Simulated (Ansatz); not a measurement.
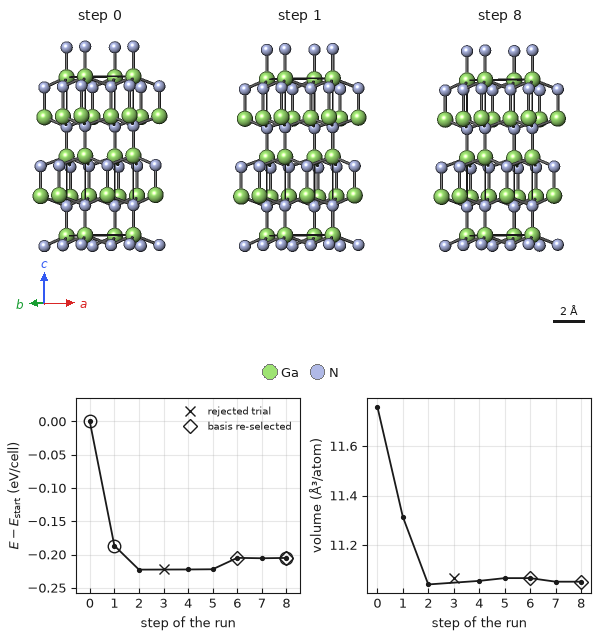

Frames of a relaxation of solid GaN (built on the 4H polytype type), marked on the history of the run. Style: ball-and-stick. Shown: the cell of the calculation, from a free direction.

Computed with Ansatz, DFT, LDA, plane waves, PAW. Set-up: plane-wave cutoff 420 eV; k-point mesh 12 × 12 × 2; occupations fermi dirac; smearing width 0.02 eV; no spin polarisation; cell and atoms relaxed; force threshold 0.005 eV/Å.

### Describe the path.

After 5 accepted moves (8 points after the start) the energy has fallen by 0.205 eV per cell of the calculation. Largest force component: 0.0037 eV/Å at the start, under 0.0001 eV/Å at the end. The pressure goes from −10.97 to −0.01 GPa. The line search rejected the trial step at point 3 of the run. At 2 points the geometry stayed and the basis and grid were re-selected for the new cell (energy shift of 17.1 meV per cell of the calculation at most each time). The atoms keep their places relative to the cell (all moves are under 0.005 Å). Cell: a = b 3.217 → 3.151 Å (−2.1 %), c 10.495 → 10.283 Å (−2.0 %). Volume −6.0 %. Among the contacts that change: Ga–N 1.969 → 1.929 Å. The space group stays P6_3mc (No. 186). From step 0 to 1: volume −3.8 %, energy −0.187 eV per cell of the calculation. From step 1 to 8: volume −2.3 %, energy −18.4 meV per cell of the calculation.

```tsv
step	E − E(0), meV/atom	largest force component, eV/Å	pressure, GPa	volume, Å³/atom	note
0	0.00	0.0037	-10.97	11.759	
1	-23.32	0.0055	-4.34	11.314	
2	-27.82	0.0029	0.48	11.041	
3	-27.68	0.0655	0.01	11.066	rejected
4	-27.80	0.0007	0.21	11.055	
5	-27.76	0.0002	0.00	11.066	
6	-25.62	0.0003	-0.27	11.066	same geometry, new basis
7	-25.69	0.0000	0.00	11.052	
8	-25.63	0.0001	-0.01	11.052	same geometry, new basis
```
